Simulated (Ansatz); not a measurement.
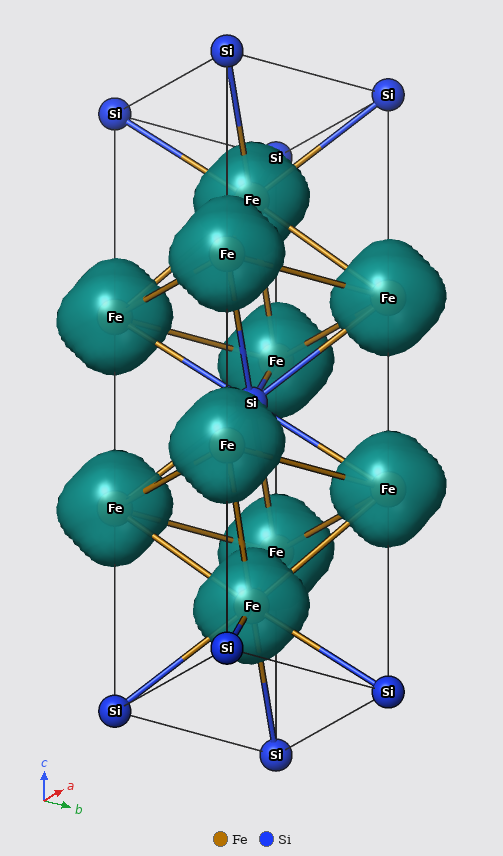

Figure 1: Fe2Si. Isosurfaces of the spin density (up minus down) at +0.15 (teal) and −0.15 e/Å³ (pink), seen at an oblique angle. Sticks mark near contacts.

Space group I4/mmm; a structure from a database of computed crystals, not necessarily the ambient phase; computed pressure about −9 GPa in this cell; spin-polarised.

Theory: Kohn-Sham DFT of a periodic cell, PBEsol, Ansatz PAW in Ansatz.

Core electrons are frozen (PAW), and the valence fields are smoothed inside the atomic spheres.

Describe the spin distribution.

The spin density sits on Fe: +1.2 μB (×4) in one cell of 6 atoms, with smaller moments on other sites: Si (up to −0.05 μB): parallel moments (a ferromagnetic arrangement) in this solution. The cell of the calculation (3 atoms) carries 2.3 μB of net spin moment. Only one sign reaches the isovalue.
